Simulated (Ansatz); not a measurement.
A periodic structure is given below.

```cif
data_structure
_symmetry_space_group_name_H-M 'P -6 m 2'
_symmetry_Int_Tables_number 187
_cell_length_a 2.5116
_cell_length_b 2.5116
_cell_length_c 13.5411
_cell_angle_alpha 90.000
_cell_angle_beta 90.000
_cell_angle_gamma 120.000
_cell_volume 73.97
loop_
_atom_site_label
_atom_site_type_symbol
_atom_site_symmetry_multiplicity
_atom_site_Wyckoff_symbol
_atom_site_fract_x
_atom_site_fract_y
_atom_site_fract_z
_atom_site_occupancy
C1 C 2 i 0.66667 0.33333 0.40526 1
C2 C 2 i 0.66667 0.33333 0.78783 1
C3 C 2 i 0.66667 0.33333 0.09655 1
C4 C 2 h 0.33333 0.66667 0.63347 1
C5 C 2 h 0.33333 0.66667 0.94219 1
C6 C 2 h 0.33333 0.66667 0.25090 1
```

Characterise the structure given above.

The element is carbon. Its lattice is primitive hexagonal, its space group P-6m2 (No. 187). The cell holds twelve atoms. With all contacts inside bonding distance counted, the coordination numbers are C 3 to 4 (mean 3.8). The bonds build C layers parallel to (001).

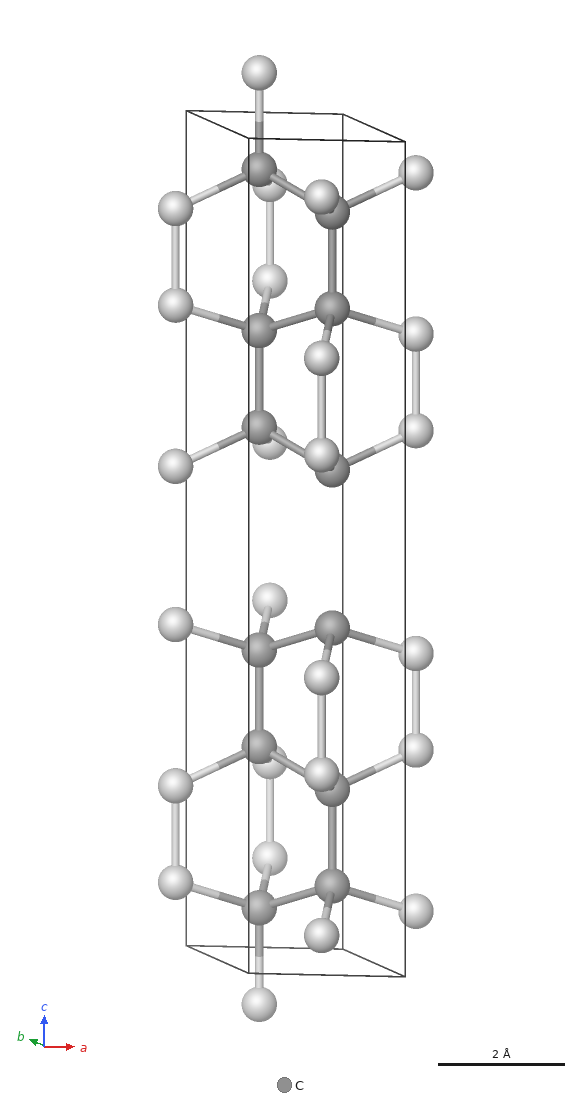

Ball-and-stick representation of a periodic structure, projected slightly off an axis. The edges of the conventional unit cell are marked. Atoms just outside the outline that bond to atoms inside are added, in fainter colours. Colours: carbon grey.

Its origin is an entry, possibly a prediction, of the Crystallography Open Database. The cell was then strained or its atoms displaced on purpose. Ansatz was used for an electronic-structure calculation on it.

At this level of theory the run's own cell isn't at rest (stretched, at -7 GPa and forces up to 3.4 eV/Å), so its distances can differ from those at equilibrium, the more so the softer the solid.
